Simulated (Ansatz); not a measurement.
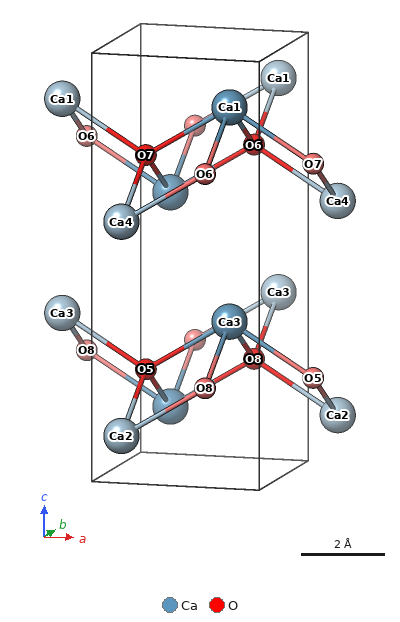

The input geometry of the first run (ball-and-stick view of the cell of the calculation, seen slightly off an axis; neighbours outside the cell are drawn fainter; atoms are numbered from 1 in the order of the input). An atom can appear more than once, as a periodic image. Near neighbours in the periodic cell (some may lie outside the picture): Ca has 4 O at 2.48 Å; O has 4 Ca at 2.48 Å.

**From CaO to SnO**

System: CaO (P4/nmm, 8 atoms in the cell).
Method of the first run: DFT PBEsol, scalar-relativistic, plane waves, PAW, no spin polarisation (Ansatz 0.2.0).
System of the second run: SnO (8 atoms in the cell).

On the first run: The structure was made by swapping elements on the sites of another compound; it need not be a known phase. On the second run: The structure derives from a Materials Project entry. Text and figures count atoms from 1; the logs count them from 0 in places.

### The input, the first run
```yaml
crystal:
  lattice:
    - [2.9991081452, -2.9991078947, 0.0]
    - [2.9991081452, 2.9991078947, 0.0]
    - [0.0, 0.0, 10.5906919754]
  atoms:
    - { symbol: Ca, position: [0.7500077538, 0.2499922462, 0.8712316879] }
    - { symbol: Ca, position: [0.2499922462, 0.7500077538, 0.1287683121] }
    - { symbol: Ca, position: [0.7499922462, 0.2500077538, 0.3712316879] }
    - { symbol: Ca, position: [0.2500077538, 0.7499922462, 0.6287683121] }
    - { symbol: O, position: [0.2499958234, 0.2500041766, 0.25] }
    - { symbol: O, position: [0.7500041766, 0.7499958234, 0.75] }
    - { symbol: O, position: [0.2500041766, 0.2499958234, 0.75] }
    - { symbol: O, position: [0.7499958234, 0.7500041766, 0.25] }
basis:
  ecutwfc: 420
kpoints:
  mp_grid: { grid: [6, 6, 2] }
hamiltonian:
  xc: pbesol
scf:
  occupations: { method: gaussian, width: 0.1 }
output:
  forces: true
  stress: true
  eigenvalues: true
relax:
  adjacent_minimum: "off"
  f_tol: 0.05
  max_steps: 60
  cell: { stress_tol: 0.5 }
```

Command:
```bash
ansatz run input.yaml --threads 2 --pin off --max-ram 5120MiB --backend cpu --events-out ev --progress --plain --runs-dir out
```

Hardware: 2 threads of Intel Xeon @ 2.90GHz (Ice Lake), 32 GiB of memory available, shared host.

### Output, shortened to warnings, some set-up lines, iterations and results (the first run)
```
Warning: at least one further symmetry operation maps every atom of the structure, as the run holds it, onto an atom to within 2.19e-5 (fractional), and is not used: no operation is sought that the atoms, as the run holds them, miss by more than 2.00e-5, twice crystal.symmetry.tolerance (1.0e-5). The run uses 8 unitary operations. The run imposes no operation that its atoms and lattice do not …
Warning: 16 further operations each map every atom onto an atom to within the bar at which the run's group was sought, crystal.symmetry.tolerance = 1.0e-5 (fractional) or twice it, and were not used: together with those that the run uses (8 unitary) they do not form a group (the best of them misses by 1.55e-5). An atom lies off a symmetric position by an amount comparable with the tolerance. The …
Basis set: ecut = 420 eV, 3699 PW (Γ), exchange–correlation on 60×60×144 points (8 copies of the dense FFT grid, shifted against one another)
Symmetry: 8 space group operations
k-points: 26 of 72
Initial density: superposition of atomic densities (neutral atoms: chi_scale 0, normalization atom), corrected by the library's trained network
[...]
SCF iter   1: F=—  HF=-9422.948182 eV  |F-HF|=—  |Δ(HF+E_count)|=         —  Δρ=1.07e-2  dr2=1.95e-1  ethr=1.77e-3  ⟨swp⟩=9.4  Hψ=4867  notcnv=0  defer=1
SCF iter   2: F=—  HF=-9422.921602 eV  |F-HF|=—  |Δ(HF+E_count)|=   2.66e-2  Δρ=6.82e-3  dr2=7.04e-2  ethr=3.04e-4  ⟨swp⟩=2.0  Hψ=1799  notcnv=0  defer=73
SCF iter   3: F=—  HF=-9422.914010 eV  |F-HF|=—  |Δ(HF+E_count)|=   7.59e-3  Δρ=7.79e-4  dr2=1.01e-3  ethr=1.10e-4  ⟨swp⟩=2.0  Hψ=1294  notcnv=0  defer=73
SCF iter   4: F=—  HF=-9422.914145 eV  |F-HF|=—  |Δ(HF+E_count)|=   1.35e-4  Δρ=1.37e-4  dr2=1.06e-4  ethr=1.59e-6  ⟨swp⟩=2.0  Hψ=1280  notcnv=0  defer=73
SCF iter   5: F=—  HF=-9422.914135 eV  |F-HF|=—  |Δ(HF+E_count)|=   1.01e-5  Δρ=6.13e-5  dr2=1.04e-5  ethr=1.65e-7  ⟨swp⟩=2.1  Hψ=1691  notcnv=0  defer=73
[... 114 lines ...]
SCF iter   3: F=—  HF=-9429.498164 eV  |F-HF|=—  |Δ(HF+E_count)|=   2.70e-5  Δρ=1.46e-4  dr2=3.33e-6  ethr=4.13e-8  ⟨swp⟩=2.0  Hψ=1352  notcnv=0
SCF iter   4: F=—  HF=-9429.498171 eV  |F-HF|=—  |Δ(HF+E_count)|=   6.99e-6  Δρ=6.07e-6  dr2=1.62e-8  ethr=5.20e-9  ⟨swp⟩=2.0  Hψ=1456  notcnv=0
SCF iter   5: F=-9429.498171 eV  HF=-9429.498171 eV  |F-HF|=3.35e-10  |Δ(HF+E_count)|=   1.90e-8  Δρ=1.08e-6  dr2=1.11e-9  ethr=1.25e-11  ⟨swp⟩=4.4  Hψ=3161  notcnv=0
SCF 15 converged in 5 iterations: F = -9429.498171 eV  dr2 = 1.11e-9
relax step  15: F+E_penalty+E_count = -9429.49817146 eV  Δ(F+E_penalty+E_count) = +2.182e-2 eV  max|allowed force component| = 6.935e-3 eV/Å  Δτ_max = 0.0000 Å  P = -0.361 …
basis re-selected at this cell: Δ(F+E_penalty+E_count) = +2.182e-2 eV, ΔP = -0.384 GPa vs the last step (what re-selecting the basis moved, of the pressure what is left beyond the Pulay correction that the steps carried, after the strain that the cell walked since its last selection, with what the …
SCF converged after 5 iterations
Free energy (F): -9429.498171 eV
Harris-Foulkes:  -9429.498171 eV  (|F-HF|=3.35e-10)
Internal energy: -9429.498171 eV  (E = F + TS)
E sigma→0 (E₀):  -9429.498171 eV
Fermi energy:    9.483064 eV
--- Per-component energies (eV) ---
  E_band       = -411.133194
  E_kinetic    = 1822.134474
  E_local      = -3662.507207  (includes V_loc(G=0)·N_el)
  E_nonlocal   = 452.021409
  E_hartree    = 1221.993246
  E_xc         = -842.360000
  E_vxc        = -1065.524647  (∫ρ·V_xc dr)
  E_paw        = -3955.878878  (= ΣΔE_a)
  E_vpaw       = -401.253408  (= ΣTr[D̂ρ^β])
  E_aug_tail   = 0.009746  (compensation charges beyond the density's cutoff)
  E_ewald      = -4465.527289
  E_core_change = 0.616329  (= ΣΔE_core)
  E_smearing   = -0.000000  (= −TS)
  E_closure    = 0.000000  (closes the sum)
  Σ components = -9429.498171   (vs F -9429.498171, Δ=0.00e0)
--- Forces (eV/Å), atoms counted from 1 ---
  atom   1  Ca    -0.00000000    -0.00000954     0.00693492
  atom   2  Ca     0.00000000     0.00000954    -0.00693492
  atom   3  Ca     0.00000000     0.00000954     0.00693492
  atom   4  Ca    -0.00000000    -0.00000954    -0.00693492
  atom   5  O     -0.00000000    -0.00000439     0.00000000
  atom   6  O      0.00000000     0.00000439     0.00000000
  atom   7  O      0.00000000     0.00000439     0.00000000
  atom   8  O     -0.00000000    -0.00000439     0.00000000
  max |Σ_I F_I| component: 8.67e-19 eV/Å
--- Stress (GPa, compression-positive) ---
       -0.338448      -0.000000       0.000000
       -0.000000      -0.338409      -0.000000
        0.000000      -0.000000      -0.407546
  P = ⅓ Tr σ = -0.3615 GPa (-3.615 kbar)
--- Relaxed structure (14 steps of the walk, 13 accepted, 1 SCFs on fresh bases) ---
[...]
```

The input of the second run differs as follows (lines with − go, lines with + come):
```diff
-    - [2.9991081452, -2.9991078947, 0.0]
-    - [2.9991081452, 2.9991078947, 0.0]
-    - [0.0, 0.0, 10.5906919754]
+    - [2.6910265929, -2.6910263681, 0.0]
+    - [2.6910265929, 2.6910263681, 0.0]
+    - [0.0, 0.0, 9.5027696111]
-    - { symbol: Ca, position: [0.7500077538, 0.2499922462, 0.8712316879] }
-    - { symbol: Ca, position: [0.2499922462, 0.7500077538, 0.1287683121] }
-    - { symbol: Ca, position: [0.7499922462, 0.2500077538, 0.3712316879] }
-    - { symbol: Ca, position: [0.2500077538, 0.7499922462, 0.6287683121] }
+    - { symbol: Sn, position: [0.7500077538, 0.2499922462, 0.8712316879] }
+    - { symbol: Sn, position: [0.2499922462, 0.7500077538, 0.1287683121] }
+    - { symbol: Sn, position: [0.7499922462, 0.2500077538, 0.3712316879] }
+    - { symbol: Sn, position: [0.2500077538, 0.7499922462, 0.6287683121] }
-  mp_grid: { grid: [6, 6, 2] }
+  mp_grid: { grid: [10, 10, 4] }
+  write_density: true
+  write_potential: true
+  elf: true
+  volumetric_format: npy
-  f_tol: 0.05
-  max_steps: 60
-  cell: { stress_tol: 0.5 }
+  f_tol: 0.005
+  max_steps: 80
+  cell: { stress_tol: 0.05 }
```

How does the second run compare with the first run?

The total energies belong to different systems, so their difference says nothing on which is more stable or more accurate. The gap of 3.12 eV on the mesh closes. The pressure goes from −0.36 to −0.01 GPa. The volume per atom goes from 14.03 to 17.20 Å³. The SCF takes 13 iterations over all geometry steps against 94. The irreducible k-points go from 26 to 93. On the same kind of shared host the second run took about 0.48 times as long.

### Output, shortened to warnings, some set-up lines, iterations and results (the second run)
```
Warning: at least one further symmetry operation maps every atom of the structure, as the run holds it, onto an atom to within 2.19e-5 (fractional), and is not used: no operation is sought that the atoms, as the run holds them, miss by more than 2.00e-5, twice crystal.symmetry.tolerance (1.0e-5). The run uses 8 unitary operations. The run imposes no operation that its atoms and lattice do not …
Warning: 16 further operations each map every atom onto an atom to within the bar at which the run's group was sought, crystal.symmetry.tolerance = 1.0e-5 (fractional) or twice it, and were not used: together with those that the run uses (8 unitary) they do not form a group (the best of them misses by 1.55e-5). An atom lies off a symmetric position by an amount comparable with the tolerance. The …
Basis set: ecut = 420 eV, 2695 PW (Γ), exchange–correlation on 54×54×128 points (8 copies of the dense FFT grid, shifted against one another)
Symmetry: 8 space group operations
k-points: 93 of 400
Initial density: superposition of atomic densities (neutral atoms: chi_scale 0, normalization atom), corrected by the library's trained network
[...]
SCF iter   1: F=—  HF=-26042.894472 eV  |F-HF|=—  |Δ(HF+E_count)|=         —  Δρ=1.40e-2  dr2=2.25e-1  ethr=1.77e-3  ⟨swp⟩=6.3  Hψ=17379  notcnv=0
SCF iter   2: F=—  HF=-26043.018695 eV  |F-HF|=—  |Δ(HF+E_count)|=   1.24e-1  Δρ=2.49e-2  dr2=7.45e-1  ethr=2.81e-4  ⟨swp⟩=2.8  Hψ=9581  notcnv=0  defer=268  recentre
SCF iter   3: F=—  HF=-26042.842263 eV  |F-HF|=—  |Δ(HF+E_count)|=   1.76e-1  Δρ=1.23e-3  dr2=1.82e-3  ethr=2.81e-4  ⟨swp⟩=2.0  Hψ=6534  notcnv=0  defer=268
SCF iter   4: F=—  HF=-26042.842595 eV  |F-HF|=—  |Δ(HF+E_count)|=   3.32e-4  Δρ=4.94e-4  dr2=4.31e-4  ethr=2.28e-6  ⟨swp⟩=2.0  Hψ=8921  notcnv=0  defer=255
SCF iter   5: F=—  HF=-26042.842477 eV  |F-HF|=—  |Δ(HF+E_count)|=   1.18e-4  Δρ=1.32e-4  dr2=2.45e-5  ethr=5.38e-7  ⟨swp⟩=3.0  Hψ=7923  notcnv=0  defer=255
[... 7 lines ...]
SCF iter   4: F=—  HF=-26042.842396 eV  |F-HF|=—  |Δ(HF+E_count)|=   1.11e-9  Δρ=4.87e-7  dr2=3.86e-10  ethr=3.77e-12  ⟨swp⟩=2.0  Hψ=5803  notcnv=0
SCF iter   5: F=-26042.842396 eV  HF=-26042.842396 eV  |F-HF|=7.28e-12  |Δ(HF+E_count)|=  3.38e-10  Δρ=7.95e-8  dr2=8.29e-12  ethr=1.00e-12  ⟨swp⟩=2.0  Hψ=5789  notcnv=0
SCF iter   6: F=-26042.842396 eV  HF=-26042.842396 eV  |F-HF|=0.00e0  |Δ(HF+E_count)|=  1.09e-11  Δρ=1.77e-8  dr2=5.04e-13  ethr=1.00e-12  ⟨swp⟩=5.0  Hψ=18742  notcnv=0
SCF 2 converged in 6 iterations: F = -26042.842396 eV  dr2 = 5.04e-13
relax step   2: F+E_penalty+E_count = -26042.84239637 eV  Δ(F+E_penalty+E_count) = -2.578e-8 eV  max|allowed force component| = 3.062e-3 eV/Å  Δτ_max = 0.0000 Å  P = -0.010 …
basis re-selected at this cell: Δ(F+E_penalty+E_count) = -2.578e-8 eV, ΔP = +0.000 GPa vs the last step (what re-selecting the basis moved, of the pressure what is left beyond the Pulay correction that the steps carried, after the strain that the cell walked since its last selection, with what the …
SCF converged after 6 iterations
Free energy (F): -26042.842396 eV
Harris-Foulkes:  -26042.842396 eV  (|F-HF|=0.00e0)
Internal energy: -26042.840995 eV  (E = F + TS)
E sigma→0 (E₀):  -26042.841696 eV
Entropy (-TS):   -0.001402 eV (-0.175 meV/atom)
Fermi energy:    10.131970 eV
--- Per-component energies (eV) ---
  E_band       = -358.897169
  E_kinetic    = 1447.478881
  E_local      = -5186.082634  (includes V_loc(G=0)·N_el)
  E_nonlocal   = 72.707240
  E_hartree    = 2815.416076
  E_xc         = -1808.757929
  E_vxc        = -761.993356  (∫ρ·V_xc dr)
  E_paw        = -16870.297921  (= ΣΔE_a)
  E_vpaw       = -1561.849078  (= ΣTr[D̂ρ^β])
  E_aug_tail   = 0.009578  (compensation charges beyond the density's cutoff)
  E_ewald      = -6514.594796
  E_core_change = 1.280511  (= ΣΔE_core)
  E_smearing   = -0.001402  (= −TS)
  E_closure    = -0.000000  (closes the sum)
  Σ components = -26042.842396   (vs F -26042.842396, Δ=0.00e0)
--- Forces (eV/Å), atoms counted from 1 ---
  atom   1  Sn     0.00000000     0.00009194     0.00306210
  atom   2  Sn    -0.00000000    -0.00009194    -0.00306210
  atom   3  Sn     0.00000000    -0.00009194     0.00306210
  atom   4  Sn    -0.00000000     0.00009194    -0.00306210
  atom   5  O     -0.00000000     0.00005253     0.00000000
  atom   6  O      0.00000000    -0.00005253     0.00000000
  atom   7  O     -0.00000000    -0.00005253     0.00000000
  atom   8  O      0.00000000     0.00005253    -0.00000000
  max |Σ_I F_I| component: 8.67e-19 eV/Å
--- Stress (GPa, compression-positive) ---
       -0.011910       0.000000       0.000000
        0.000000      -0.011896      -0.000000
        0.000000      -0.000000      -0.006824
  P = ⅓ Tr σ = -0.0102 GPa (-0.102 kbar)
--- Relaxed structure (1 steps of the walk, 1 accepted, 1 SCFs on fresh bases) ---
  F+E_penalty+E_count = -26042.84239637 eV   max|allowed force component| = 3.062e-3 eV/Å   (the final SCF, on the basis selected at the relaxed cell)
  cell:  # Å, volume = 137.6310 Å³
    - [2.6910265929, -2.6910263681, 0.0]
[...]
```

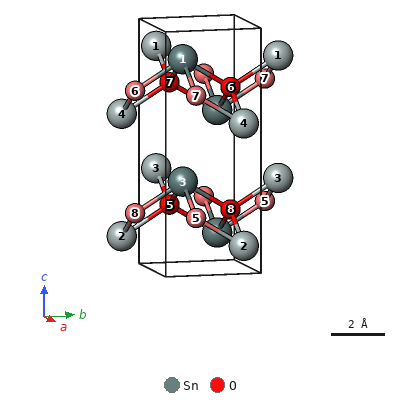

The input structure of the second run (ball-and-stick view of the cell of the calculation, seen slightly off an axis; neighbours outside the cell are drawn fainter; atoms are numbered from 1 in the order of the input). An atom can appear more than once, as a periodic image.

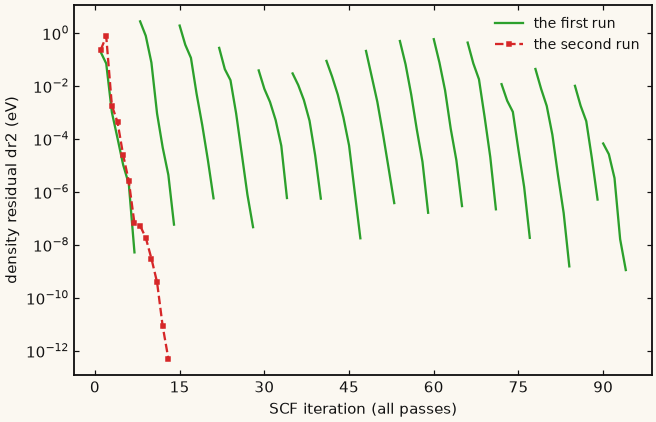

Convergence of the two runs: density residual dr2 against the SCF iteration. A break in a curve parts two SCF passes. The first run takes 94 iterations in all, and the second run takes 13.

### The two runs side by side

```csv
quantity,the first run,the second run
outcome,converged,converged
free energy per atom (eV),−1178.6873,−3255.3553
gap on the mesh (eV),3.12,0.00
pressure (GPa),−0.36,−0.01
volume per atom (Å³),14.03,17.20
largest force (eV/Å),0.007,0.003
SCF iterations,94,13
irreducible k-points,26,93
wall time (shared host),57 s,27 s
```
